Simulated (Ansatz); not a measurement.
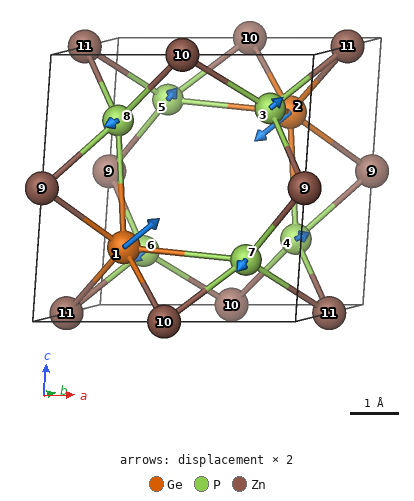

This is a relaxation of solid Zn3Ge2P6 (set up in R-3m) (coarse preliminary run). The starting structure is drawn; blue arrows show the displacements (the part carried along by the change of the cell is left out), magnified 2 times.

The picture is a ball-and-stick view of the cell of the calculation, seen from a free direction.

Case: 3 Zn put on empty site 2 of 1 host cells, relaxed.

All numbers below come from Ansatz 0.2.0, DFT PBE+D3(BJ), scalar-relativistic, plane waves, PAW. Settings: plane-wave cutoff 420 eV; k-point mesh 3 × 3 × 3; occupations gaussian; smearing width 0.1 eV; no spin polarisation; cell and atoms relaxed; force threshold 0.0325 eV/Å; at most 70 steps.

**What happened in the run?**

The energy falls by 505 meV per atom in 16 accepted moves (18 points after the start). Largest force component: 1.4 eV/Å at the start, 0.0087 eV/Å at the end. The pressure goes from 20.05 to 0.04 GPa. The SCF was repeated twice at an unchanged geometry on a basis and grid sized afresh for the cell, which shifted the energy by 56.2 meV per atom at most. The largest moves relative to the cell, 0.54 Å, are those of Ge1 and Ge2. Ge1 goes along [1 1 1]. By element the largest moves are Ge 0.54 Å, P 0.19 Å. Zn stays in place. The drawn cell changes as follows: a = b = c 5.571 → 6.308 Å (+13.2 %), α 86.0° → 65.4°, β 86.0° → 65.4°, γ 86.0° → 65.4°; the volume changes by +15.5 %. Near-neighbour distances that change, for instance: P3–Zn11 2.320 → 3.147 Å, Ge1–Zn10 2.402 → 2.763 Å, Ge1–P6 2.657 → 2.424 Å, P3–Zn10 2.417 → 2.610 Å. Bond angles that change, for instance: Zn9–Ge2–Zn10 104.5° → 76.1°, Ge1–Zn10–P3 104.2° → 78.8°, Ge1–Zn10–P6 75.8° → 101.2°. The space group stays R-3m (No. 166).

Limits of the set-up: the k-point mesh is coarse for a cell with partly filled bands.
